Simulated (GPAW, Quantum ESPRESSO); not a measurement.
# Core-hole calculation of the B K edge in BAs (F-43m), part 4 of 4

Aim: the B K edge of BAs (F-43m) by two routes, a Lanczos recursion (XSpectra) and a sum over empty bands (GPAW), to see which features are robust.

Quantum ESPRESSO 7.5 and GPAW 26.7.0; core-hole supercells, plane-wave PAW PBE.

So far. Step 12 (Ground state of the crystal (GPAW)): The mesh shows a gap of 1.23 eV, so the hole is first treated in a charged cell, without the excited electron. Step 13 (Spectrum without a core hole, B atom 2 (GPAW)): Main maxima below 24 eV (height): 2.5 eV (1.43), 4.6 eV (1.56), 6.1 eV (1.64), 10.6 eV (1.60), 14.8 eV (0.98) and 23.2 eV (0.81). 

## (15) Spectrum with FCH, B atom 2 (GPAW)

Level of this step: X-ray absorption from dipole matrix elements to empty bands, plane-wave PAW PBE (GPAW).

The holes are 6.8 Å apart. The excited electron is left out and a uniform background balances the charge. After the field has converged, empty bands are computed with the density fixed and the dipole matrix elements are summed.

Contents of xas.py:

```python
import numpy as np
from ase import Atoms
from ase.parallel import parprint, paropen
from gpaw import GPAW, PW, FermiDirac, Mixer, MixerDif, setup_paths
from gpaw.test import gen
setup_paths.insert(0, '.')
gen('B', name='fch1s', xcname='PBE', corehole=(1, 0, 1), write_xml=True)
from gpaw.mpi import world
world.barrier()

atoms = Atoms('As8B8',
    cell=[[0, 4.777, 4.777],
     [4.777, 0, 4.777],
     [4.777, 4.777, 0]],
    scaled_positions=[[0.375, 0.375, 0.375],
     [0.375, 0.375, 0.875],
     [0.375, 0.875, 0.375],
     [0.875, 0.375, 0.375],
     [0.375, 0.875, 0.875],
     [0.875, 0.375, 0.875],
     [0.875, 0.875, 0.375],
     [0.875, 0.875, 0.875],
     [0, 0, 0],
     [0, 0, 0.5],
     [0, 0.5, 0],
     [0.5, 0, 0],
     [0, 0.5, 0.5],
     [0.5, 0, 0.5],
     [0.5, 0.5, 0],
     [0.5, 0.5, 0.5]],
    pbc=True)
atoms.calc = calc = GPAW(legacy_gpaw=True, mode=PW(500, force_complex_dtype=True), xc='PBE', setups={8: 'fch1s'},
    kpts={'size': (3, 3, 3), 'gamma': True}, occupations=FermiDirac(0.02),
    charge=0, mixer=Mixer(0.1, 5, 50), maxiter=150,
    convergence={'density': 0.0001, 'eigenstates': 1e-6}, txt='scf.txt')
energy = atoms.get_potential_energy() + calc.get_reference_energy()
ef = calc.get_fermi_level()
out = dict(energy=energy, fermi=ef, forces=atoms.get_forces().tolist())
parprint(f'all-electron energy {energy:.4f} eV, Fermi level {ef:.4f} eV')
ev = np.array([[calc.get_eigenvalues(k, s) for k in range(len(calc.get_ibz_k_points()))] for s in range(calc.get_number_of_spins())])
out['homo'], out['lumo'], out['counts'] = ev[ev < ef].max(), ev[ev > ef].min(), sorted(set((ev < ef).sum((0, 2)).tolist()))
out['filled'] = (ev[:, 0] < ef).sum(1).tolist()

from ase.units import Ha
from gpaw.xas import dipole_matrix_elements
nb = int(calc.get_number_of_electrons() / 2) + 132
top, nb = nb, nb + 8 + nb // 12
nscf = calc.fixed_density(kpts={'size': (4, 4, 4), 'gamma': True}, nbands=nb,
    convergence={'bands': top, 'eigenstates': 5e-3}, maxiter=60, txt='nscf.txt')
cell = atoms.cell.array
ops = [cell.T @ U.T @ np.linalg.inv(cell.T) for U in nscf.wfs.kd.symmetry.op_scc]
filled = [32]  # bands filled in the ground state, by spin
E = np.arange(-6, 34, 0.1)
fwhm = np.interp(E, [4, 25], [0.9, 3.5])
Y, X, zero, highest = 0, 0, 1e9, 1e9
for spin in range(nscf.get_number_of_spins()):
    wfs = nscf.wfs
    mine = wfs.bd.get_slice()  # this rank's bands
    A = dipole_matrix_elements(wfs.setups[8])
    eps = np.zeros((wfs.kd.nibzkpts, nb))
    d = np.zeros((3, A.shape[1], wfs.kd.nibzkpts, nb), complex)
    for kpt in wfs.kpt_u:
        if kpt.s == spin and 8 in kpt.P_ani:
            eps[kpt.k, mine] = kpt.eps_n * Ha
            d[:, :, kpt.k, mine] = (kpt.weight * wfs.nspins / 2) ** 0.5 * np.inner(A, kpt.P_ani[8])
    world.sum(eps)
    world.sum(d)
    T = np.einsum('amkn,bmkn->abkn', d, d.conj()).real
    T = sum(np.einsum('ai,ijkn,bj->abkn', R, T, R) for R in ops) / len(ops)
    empty = np.ones_like(eps, bool) & (np.arange(nb) >= filled[spin])
    zero, highest = min(zero, eps[empty].min()), min(highest, eps[:, top - 1].min())
    lines = [(eps, T, empty)] if spin == 0 else lines + [(eps, T, empty)]
for eps, T, empty in lines:
    f = np.einsum('aakn->akn', T).reshape(3, -1)
    x = eps.ravel() - zero
    w = np.interp(x, E, fwhm) / 2.35482
    g = np.exp(-0.5 * ((E[:, None] - x) / w) ** 2) / (w * (2 * np.pi) ** 0.5)
    Y = Y + (f * empty.ravel()) @ g.T
    X = X + (f * ~empty.ravel()) @ g.T
out.update(E=E.round(2).tolist(), xas=Y.tolist(), xes=X.tolist(), zero=zero, valid=highest - zero, nk=len(eps), nb=nb)
for i in range(0, len(E), 10):
    parprint(f'{E[i]:7.2f}', *(f'{v:10.3e}' for v in Y[:, i]))
import json
with paropen('out.json', 'w') as f:
    json.dump(out, f)
```

The run is started by

```console
$ OMP_NUM_THREADS=1 mpirun -n 4 gpaw python xas.py
```

Numbers of over 12 decimals in the logs are rounded to 6 here.

The log of the run:

```text
Input parameters:
  convergence: {density: 0.0001,
                eigenstates: 1e-06}
  kpts: {gamma: True,
         size: (3, 3, 3)}
  maxiter: 150
  mixer: {backend: pulay,
          beta: 0.1,
          method: separate,
          nmaxold: 5,
          weight: 50}
  mode: {ecut: 500.0,
         force_complex_dtype: True,
         name: pw}
  occupations: {fixmagmom: False,
                name: fermi-dirac,
                width: 0.02}
  setups: {8: fch1s}
  xc: PBE

Initialize ...

[... PAW data sets ...]

Reference energy: -497172.631001  # eV

Spin-paired calculation

[... convergence settings ...]
Symmetries present (total): 24
  [... symmetry matrices ...]

27 k-points: 3 x 3 x 3 Monkhorst-Pack grid
4 k-points in the irreducible part of the Brillouin zone
       k-points in crystal coordinates                weights
   0:     0.00000000    0.00000000    0.00000000          1/27
   1:     0.33333333    0.33333333   -0.33333333         12/27
   2:     0.33333333    0.33333333    0.00000000          6/27
   3:     0.33333333    0.33333333    0.33333333          8/27

Wave functions: Plane wave expansion
  Cutoff energy: 500.000 eV
  Number of coefficients (min, max): 5514, 5577
  Pulay-stress correction: 0.000000 eV/Ang^3 (de/decut=0.000000)
  Using FFTW library
  Wavefunction extrapolation:
    Improved wavefunction reuse through dual PAW basis

Occupation numbers: Fermi-Dirac:
  width: 0.0200  # eV

Eigensolver
   Davidson(niter=2)

Densities:
  Coarse grid: 35*35*35 grid
  Fine grid: 70*70*70 grid
  Total Charge: 1.000000

Density mixing:
  Method: separate
  Backend: pulay
  Linear mixing parameter: 0.1
  old densities: 5
  Width of damping distribution: 1.1
  Damping of long wavelength oscillations: 50

[... Hamiltonian set-up ...]
Number of atoms: 16
Number of atomic orbitals: 64
Number of bands in calculation: 43
Number of valence electrons: 64
Bands to converge: occupied

... initialized

Initializing position-dependent things.

Density initialized from atomic densities
Creating initial wave functions:
  43 bands from LCAO basis set

                                 As
                          As

                           As
                    As         As

                      B As
                          As
              B
                B As

         B          B
             B

              B
       B

Atomic positions and initial magnetic moments

Positions:
   0 As     3.582750    3.582750    3.582750    ( 0.0000,  0.0000,  0.0000)
   1 As     5.971250    5.971250    3.582750    ( 0.0000,  0.0000,  0.0000)
   2 As     5.971250    3.582750    5.971250    ( 0.0000,  0.0000,  0.0000)
   3 As     3.582750    5.971250    5.971250    ( 0.0000,  0.0000,  0.0000)
   4 As     8.359750    5.971250    5.971250    ( 0.0000,  0.0000,  0.0000)
   5 As     5.971250    8.359750    5.971250    ( 0.0000,  0.0000,  0.0000)
   6 As     5.971250    5.971250    8.359750    ( 0.0000,  0.0000,  0.0000)
[...]
13 B      2.388500    4.777000    2.388500    ( 0.0000,  0.0000,  0.0000)
  14 B      2.388500    2.388500    4.777000    ( 0.0000,  0.0000,  0.0000)
  15 B      4.777000    4.777000    4.777000    ( 0.0000,  0.0000,  0.0000)

Unit cell:
           periodic     x           y           z      points  spacing
  1. axis:    yes    0.000000    4.777000    4.777000    35     0.1576
  2. axis:    yes    4.777000    0.000000    4.777000    35     0.1576
  3. axis:    yes    4.777000    4.777000    0.000000    35     0.1576

  Lengths:   6.755698   6.755698   6.755698
  Angles:   60.000000  60.000000  60.000000

Effective grid spacing dv^(1/3) = 0.1720

iter:   1  -125.163081
iter:   2  -118.173775   -1.42  -0.67
iter:   3  -112.961154   -1.16  -0.74
iter:   4  -112.396735   -1.58  -0.99
iter:   5  -112.307909   -1.77  -1.20
iter:   6  -112.306710   -2.76  -1.48
iter:   7  -112.281775c  -3.13  -1.92
iter:   8  -112.283385c  -3.02  -2.18
iter:   9  -112.276028c  -3.81  -2.29
iter:  10  -112.275901c  -5.05  -2.72
iter:  11  -112.275508c  -4.76  -2.79
iter:  12  -112.275426c  -5.60  -3.06
iter:  13  -112.275410c  -5.95  -3.22
iter:  14  -112.275400c  -6.54c -3.34
iter:  15  -112.275395c  -6.64c -3.53
iter:  16  -112.275393c  -7.30c -3.80
iter:  17  -112.275391c  -7.19c -3.94
iter:  18  -112.275391c  -8.47c -4.31c

Converged after 18 iterations.

Dipole moment: (32.872794, 32.872794, 32.872794) |e|*Ang

Energy contributions relative to reference atoms: (reference = -497172.631001)

Kinetic:       +117.580999
Potential:     -124.477299
External:        +0.000000
XC:            -105.334303
Entropy (-ST):   -0.000000
Local:           -0.044787
SIC:             +0.000000
--------------------------
Free energy:   -112.275391
Extrapolated:  -112.275391

Showing only first 2 kpts
 Kpt  Band  Eigenvalues  Occupancy
  0    30      7.89349    2.00000
  0    31      7.89350    2.00000
  0    32      8.41457    0.00001
  0    33      9.37979    0.00000

  1    30      5.53645    2.00000
  1    31      7.02351    2.00000
  1    32      9.59472    0.00000
[...]
Fermi level: 8.16502

Gap: 0.521 eV
Transition (v -> c):
  (s=0, k=0, n=31, [0.00, 0.00, 0.00]) -> (s=0, k=0, n=32, [0.00, 0.00, 0.00])
No difference between direct/indirect transitions

Forces in eV/Ang:
  0 As    0.12264    0.12264    0.12264
  1 As   -0.12264   -0.12264    0.12264
  2 As   -0.12264    0.12264   -0.12264
  3 As    0.12264   -0.12264   -0.12264
  4 As   -0.08376    0.08376    0.08376
  5 As    0.08376   -0.08376    0.08376
  6 As    0.08376    0.08376   -0.08376
[...]
13 B     0.00000   -0.57270   -0.00000
 14 B     0.00000   -0.00000   -0.57270
 15 B     0.00000   -0.00000    0.00000
Scalar-relativistic atomic PBE calculation for B (Boron, Z=5)
Core hole in 1s state (1s occupation: 1.0)
300 radial gridpoints.
|------------------------------------------------|
|------------------------------------------------|
[... the atom generator's iteration count ...]

Energy contributions:
-------------------------
Kinetic:      +16.923827
XC:            -2.446370
Potential:    -31.470903
-------------------------
Total:        -16.993446

state      eigenvalue         ekin         rmax
-----------------------------------------------
1s^1.0 :    -8.619813    12.014061        0.202
2s^2.0 :    -0.872538     1.686908        1.272
2p^1.0 :    -0.649578     1.535951        1.118
-----------------------------------------------
(units: Bohr and Hartree)

Generating PAW setup
Kinetic energy of the core from tauc = 12.018096
Cutoffs:
rc(s)=1.200
rc(p)=1.200
rc(d)=1.200
rc(vbar)=1.080
rc(comp)=1.200
rc(nct)=1.200

Kinetic energy of the core states: 12.014061
Charge: 1.0
Core electrons: 1.0
Valence electrons: 3.0
Pseudo-core charge: 0.035742
Shape function alpha=6.944
Pseudo-electron charge 3.043936
state    eigenvalue         norm
--------------------------------
2s(2) :    -0.872538     1.031866
*s    :     0.127462
2p(1) :    -0.649578     0.944462
*p    :     0.350422
*d    :     0.000000
--------------------------------

Diagonalizing with gridspacing h=0.050

state   all-electron     PAW
-------------------------------
2s:      -0.872538    -0.873275
2p:      -0.649578    -0.650581
*d:                   -0.077574
*f:                   -0.014711
-------------------------------
all-electron energy -497284.9064 eV, Fermi level 8.1650 eV
[...]
31.00  2.546e-04  2.546e-04  2.546e-04
  32.00  2.331e-04  2.331e-04  2.331e-04
  33.00  2.096e-04  2.096e-04  2.096e-04
```

The job ended after 31 s (4 MPI ranks of AMD EPYC 9R14 (Zen 4), shared host; peak memory 0.4 GiB).

The B K spectrum, B atom 2, full core hole (charged cell) (energy from the lowest empty level; intensity scaled to a mean of 1 over the first 20 eV):

```
E (eV)  intensity
  -2.0       0.00
  -0.5       0.02
   1.0       1.90
   2.5       1.79
   4.0       2.85
   5.5       0.94
   7.0       1.12
   8.5       1.07
  10.0       0.99
  11.5       0.74
  13.0       0.45
  14.5       0.76
  16.0       0.51
  17.5       0.32
  19.0       0.43
  20.5       0.59
  22.0       0.71
  23.5       0.66
  25.0       0.60
  26.5       0.65
  28.0       0.63
```

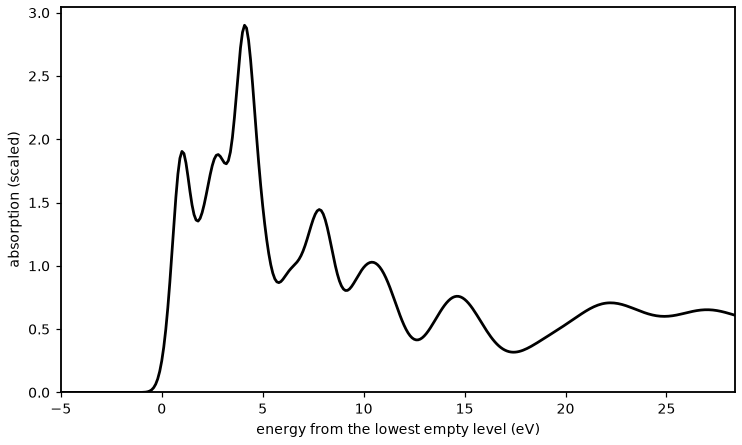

The B K edge, B atom 2, full core hole (charged cell): main maxima at 1.0, 2.8 and 4.1 eV.

Main maxima below 24 eV (height): 1.0 eV (1.90), 2.8 eV (1.88), 4.1 eV (2.90), 7.8 eV (1.45), 10.4 eV (1.03) and 14.6 eV (0.76). 

The hole costs E(hole) − E(ground) = 185.80 eV, and the lowest empty level of the hole cell on the spectrum's mesh lies at 8.41 eV, which puts the zero at 194.22 eV. With the free-atom term of -5.59 eV for this edge, the photon energy is 188.63 eV.

## (16) Excitation energy, B atom 2 (GPAW)

With the excited electron kept in the cell the system stays neutral, and the energy difference is an excitation energy by itself. In a small cell that electron takes up a good share of the lowest empty band, or all of one, which shifts the value from the true onset.

Changed against the first core-hole run: core hole to XCH, with the smearing that suits a partly filled band.

Contents of scf.py:

```python
import numpy as np
from ase import Atoms
from ase.parallel import parprint, paropen
from gpaw import GPAW, PW, FermiDirac, Mixer, MixerDif, setup_paths
from gpaw.test import gen
setup_paths.insert(0, '.')
gen('B', name='fch1s', xcname='PBE', corehole=(1, 0, 1), write_xml=True)
from gpaw.mpi import world
world.barrier()

atoms = Atoms('As8B8',
    cell=[[0, 4.777, 4.777],
     [4.777, 0, 4.777],
     [4.777, 4.777, 0]],
    scaled_positions=[[0.375, 0.375, 0.375],
     [0.375, 0.375, 0.875],
     [0.375, 0.875, 0.375],
     [0.875, 0.375, 0.375],
     [0.375, 0.875, 0.875],
     [0.875, 0.375, 0.875],
     [0.875, 0.875, 0.375],
     [0.875, 0.875, 0.875],
     [0, 0, 0],
     [0, 0, 0.5],
     [0, 0.5, 0],
     [0.5, 0, 0],
     [0, 0.5, 0.5],
     [0.5, 0, 0.5],
     [0.5, 0.5, 0],
     [0.5, 0.5, 0.5]],
    pbc=True)
atoms.calc = calc = GPAW(legacy_gpaw=True, mode=PW(500, force_complex_dtype=True), xc='PBE', setups={8: 'fch1s'},
    kpts={'size': (3, 3, 3), 'gamma': True}, occupations=FermiDirac(0.04),
    charge=-1, mixer=Mixer(0.1, 5, 50), maxiter=150,
    convergence={'density': 0.0001, 'eigenstates': 1e-6}, txt='scf.txt')
energy = atoms.get_potential_energy() + calc.get_reference_energy()
ef = calc.get_fermi_level()
out = dict(energy=energy, fermi=ef, forces=atoms.get_forces().tolist())
parprint(f'all-electron energy {energy:.4f} eV, Fermi level {ef:.4f} eV')
ev = np.array([[calc.get_eigenvalues(k, s) for k in range(len(calc.get_ibz_k_points()))] for s in range(calc.get_number_of_spins())])
out['homo'], out['lumo'], out['counts'] = ev[ev < ef].max(), ev[ev > ef].min(), sorted(set((ev < ef).sum((0, 2)).tolist()))
out['filled'] = (ev[:, 0] < ef).sum(1).tolist()
import json
with paropen('out.json', 'w') as f:
    json.dump(out, f)
```

The run is started by

```console
$ OMP_NUM_THREADS=1 mpirun -n 4 gpaw python scf.py
```

The log of the run:

```text
Input parameters:
  charge: -1
  convergence: {density: 0.0001,
                eigenstates: 1e-06}
  kpts: {gamma: True,
         size: (3, 3, 3)}
  maxiter: 150
  mixer: {backend: pulay,
          beta: 0.1,
          method: separate,
          nmaxold: 5,
          weight: 50}
  mode: {ecut: 500.0,
         force_complex_dtype: True,
         name: pw}
  occupations: {fixmagmom: False,
[...]
2s(2) :    -0.872538     1.031866
*s    :     0.127462
2p(1) :    -0.649578     0.944462
*p    :     0.350422
*d    :     0.000000
--------------------------------

Diagonalizing with gridspacing h=0.050

state   all-electron     PAW
-------------------------------
2s:      -0.872538    -0.873275
2p:      -0.649578    -0.650581
*d:                   -0.077574
*f:                   -0.014711
-------------------------------
all-electron energy -497275.9517 eV, Fermi level 9.1758 eV
[key lines of the parts left out:]
Converged after 17 iterations.
Dipole moment: (32.692315, 32.692315, 32.692315) |e|*Ang
Free energy:   -103.327272
Fermi level: 9.17585
```

Wall time 10 s (4 MPI ranks); peak memory 0.29 GiB; 40 s of CPU time.

The total-energy difference is 194.76 eV. With the free-atom term of -5.59 eV for this edge, the photon energy is 189.17 eV.

## (17) The two programs side by side

The line shapes differ (Lorentzian half width 0.4 eV up to 4 eV, rising linearly to 1.75 eV at 25 eV (not a setting of the program: the run's 0.4 eV curve was folded afterwards with a further Lorentzian above 4 eV), against Gaussian full width 0.9 eV up to 4 eV, rising linearly to 3.5 eV at 25 eV), so both get a further Gaussian of 1.5 eV full width before they are compared; the Lorentzian tails remain.

```
E (eV)  XSpectra  GPAW
 -2.00      0.10  0.00
 -1.25      0.17  0.02
 -0.50      0.36  0.20
  0.25      0.79  0.77
  1.00      1.26  1.38
  1.75      1.48  1.57
  2.50      1.66  1.73
  3.25      1.90  2.04
  4.00      2.08  2.28
  4.75      1.82  1.88
  5.50      1.35  1.24
  6.25      1.15  1.03
  7.00      1.17  1.15
  7.75      1.20  1.24
  8.50      1.10  1.10
  9.25      0.96  0.94
 10.00      0.93  0.94
 10.75      0.90  0.91
 11.50      0.79  0.73
 12.25      0.65  0.54
 13.00      0.60  0.51
 13.75      0.64  0.61
 14.50      0.68  0.69
 15.25      0.65  0.65
 16.00      0.56  0.52
 16.75      0.48  0.40
 17.50      0.45  0.35
 18.25      0.46  0.37
 19.00      0.49  0.44
 19.75      0.53  0.51
 20.50      0.57  0.59
 21.25      0.62  0.65
 22.00      0.65  0.69
 22.75      0.66  0.69
 23.50      0.64  0.66
 24.25      0.62  0.62
 25.00      0.60  0.61
 25.75      0.60  0.62
 26.50      0.61  0.64
 27.25      0.62  0.64
 28.00      0.60  0.63
```

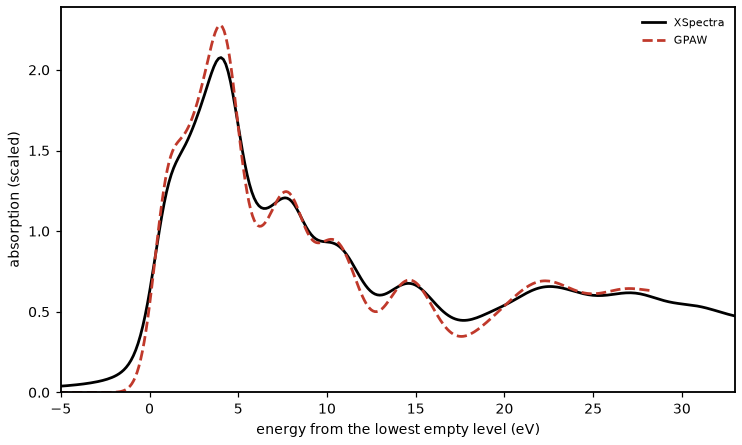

XSpectra and GPAW after a common extra broadening.

```
                                                                          XSpectra        GPAW
                                                k mesh of the spectrum       4×4×4       4×4×4
                                                           cutoff (eV)         762         500
highest intensity below 16 eV after the common broadening, eV (height)  4.0 (2.08)  4.0 (2.28)
                                    zero, corrected photon energy (eV)       188.6       188.6
                                    core time, hole field and spectrum     4.4 min     2.1 min
```

## (18) With and without the hole

XSpectra's curves. Both curves are counted from their own zero, so only the shift of weight within the empty states shows.

```
E (eV)  no hole   FCH
  -2.0     0.04  0.08
  -1.0     0.07  0.14
   0.0     0.15  0.43
   1.0     0.39  1.62
   2.0     1.00  1.42
   3.0     1.06  1.77
   4.0     1.22  2.38
   5.0     1.34  1.62
   6.0     1.53  1.06
   7.0     1.28  1.09
   8.0     1.43  1.65
   9.0     1.49  0.78
  10.0     1.32  1.01
  11.0     1.81  1.05
  12.0     0.80  0.56
  13.0     0.77  0.47
  14.0     0.90  0.73
  15.0     1.11  0.85
  16.0     0.86  0.54
  17.0     0.44  0.33
  18.0     0.40  0.35
  19.0     0.59  0.51
  20.0     0.49  0.46
  21.0     0.68  0.68
  22.0     0.77  0.86
  23.0     1.02  0.89
  24.0     0.89  0.68
  25.0     0.92  0.58
  26.0     0.77  0.57
  27.0     0.92  0.88
  28.0     0.79  0.75
  29.0     0.75  0.52
  30.0     0.89  0.56
  31.0     0.79  0.70
  32.0     0.70  0.55
```

With each curve scaled to its own mean, the area from −2 to 6 eV with the hole is 9.7 against 6.0, and the centre of weight from −1 to 20 eV moves by -1.7 eV: the hole pulls the absorber's empty states down.

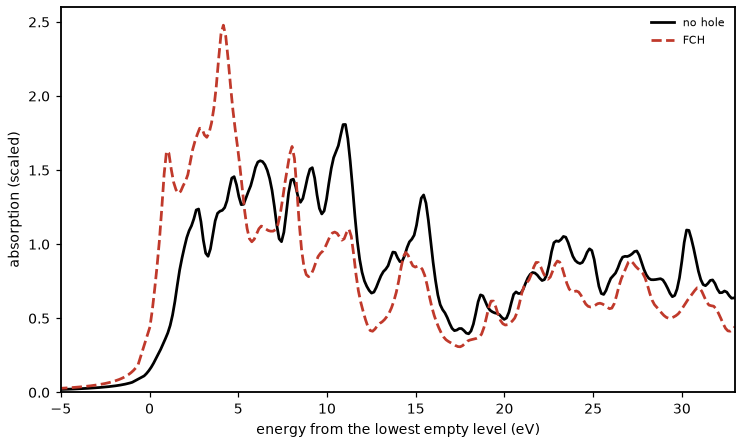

The B K edge with and without the core hole, each from its own zero; the highest intensity below 16 eV lies at 4.2 eV with the hole.

## (19) Outcome

- absorber and edge: B K, atom 2 of the ground-state input (counted from 1)
- surroundings: 4 As at 2.07 Å (tetrahedral, site symmetry -43m)
- highest intensity below 16 eV (XSpectra, narrow line): 4.2 eV above the zero, height 2.48
- photon energy of the zero, with the added terms: 188.6 eV (raw 194.2 eV; uncertain by a few eV)

What this shows: The two programs agree closely: 8 % r.m.s. remains over the first 14 eV after a relative shift of 0.0 eV, and their photon-energy zeros differ by 0.0 eV. In XSpectra the B K edge of atom 2, with 4 As at 2.07 Å (tetrahedral, site symmetry -43m), has its highest intensity of the first 16 eV at 4.2 eV above the zero, near 193 eV in photon energy (uncertain by a few eV), 2.5 times the mean level of the first 20 eV (Lorentzian half width 0.4 eV). In XSpectra: With each curve scaled to its own mean, the area from −2 to 6 eV with the hole is 9.7 against 6.0, and the centre of weight from −1 to 20 eV moves by -1.7 eV: the hole pulls the absorber's empty states down. In GPAW: With each curve scaled to its own mean, the area from −2 to 6 eV with the hole is 10.0 against 6.4, and the centre of weight from −1 to 20 eV moves by -1.7 eV: the hole pulls the absorber's empty states down. In XSpectra the neutral-cell energy lies +0.5 eV from the charged-cell zero, a gap made of the charged-cell error and of where the added electron settles. In GPAW the neutral-cell energy lies +0.5 eV from the charged-cell zero, a gap made of the charged-cell error and of where the added electron settles. The structure is a published determination, not relaxed.

[Banner, clock and machine lines of the logs are left out without a mark of their own.]

[Logs are printed without paths, hosts, clocks, repeated set-up lines and the standing remarks that a program may print on its own settings, such as how far it seeks lower states.]

[Hosts, paths, dates, database ids (printed as entryN), source tags and the programs' standing remarks are cut or masked in the printed files.]

[Lists of maxima count a maximum above −3 eV only where it reaches 4 % of the highest in the window and stands out from its surroundings by 2 % of it (1.5 % where it reaches 55 %); shoulders and weaker maxima are passed over, and of the rest the first, up to two pre-edge ones and the few strongest are named.]
